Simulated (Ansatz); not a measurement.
Here is a crystal structure:

```
W S
1.0
     3.32458    0.00000    0.00000
    -1.66229    2.75518    0.00000
     0.00000    0.00000   23.68815
W S
2 4
Direct
  0.33333 0.66667 0.63794
  0.66667 0.33333 0.36206
  0.33333 0.66667 0.29624
  0.66667 0.33333 0.57210
  0.33333 0.66667 0.42790
  0.66667 0.33333 0.70376
```

Interpret the file: composition, symmetry and coordination.

The structure is one of WS$_{2}$. The cell has 6 atoms, namely 2 W, 4 S. Around each W lie six S in a trigonal prismatic arrangement at 2.41 to 2.46 Å. The coordination shell of S holds three W in a trigonal pyramidal arrangement at 2.41 to 2.46 Å. Not all metal-metal contacts are counted. The bonds build WS2 layers parallel to (001).

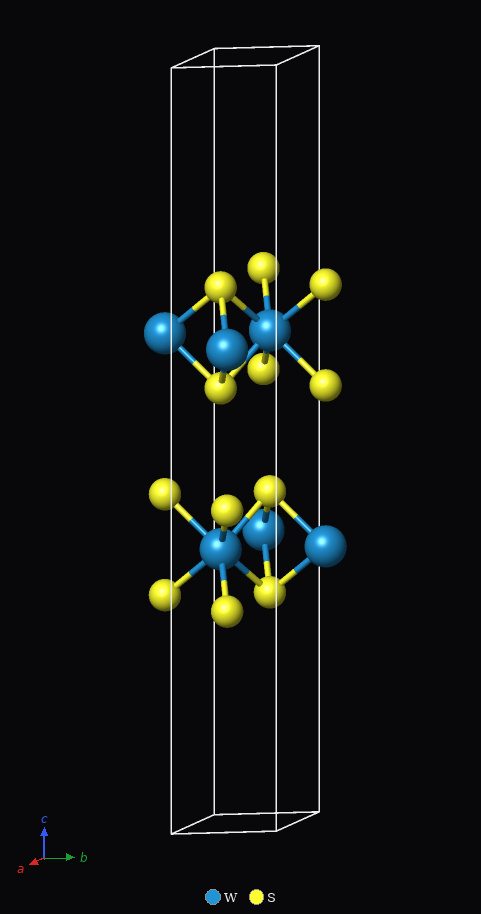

Ball-and-stick model, viewed slightly off an axis. Lines trace the edges of the simulation cell. Atoms of adjacent cells appear where they bond to atoms in the box.

The structure was taken from a structure listed in the Materials Project. The cell was then strained or its atoms displaced on purpose. A calculation with Ansatz used it as input.
